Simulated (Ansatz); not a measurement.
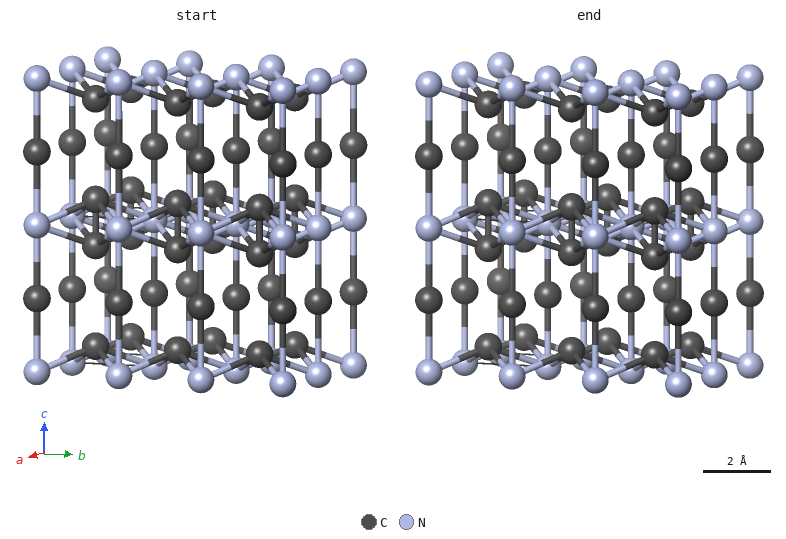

The structure of solid C3N (a generated structure, set up in P4/mmm) (coarse preliminary run) before (left) and after (right) a relaxation, at one scale.

A ball-and-stick model of the cell of the calculation, repeated 2 × 3 × 2 with one cell outlined, seen slightly off an axis.

Theory: DFT PBE, scalar-relativistic, plane waves, PAW in Ansatz 0.2.0. Settings: plane-wave cutoff 420 eV; k-point mesh 6 × 6 × 4; occupations gaussian; smearing width 0.1 eV; no spin polarisation; cell and atoms relaxed; force threshold 0.04 eV/Å; at most 70 steps.

Question: Summarise the run.

Answer: The largest moves relative to the cell, 0.007 Å, are those of C atoms. N stays in place. The volume changes by +0.9 %, with a = b 2.699 → 2.738 Å (+1.4 %), c 4.464 → 4.378 Å (−1.9 %). Some distances before and after: C–N 2.232 → 2.189 Å, C–N 2.033 → 2.056 Å, C–C 1.400 → 1.387 Å. The space group stays P4/mmm (No. 123). After 4 accepted moves (5 points after the start) the energy has fallen by 5.3 meV per atom. The largest force component goes from 0.066 to 0.0016 eV/Å. The pressure goes from −0.14 to 0.12 GPa. The SCF was repeated once at an unchanged geometry on a basis and grid sized afresh for the cell, which shifted the energy by 0.3 meV per atom at most.

Limits of the set-up: the k-point mesh is coarse for a cell with partly filled bands.
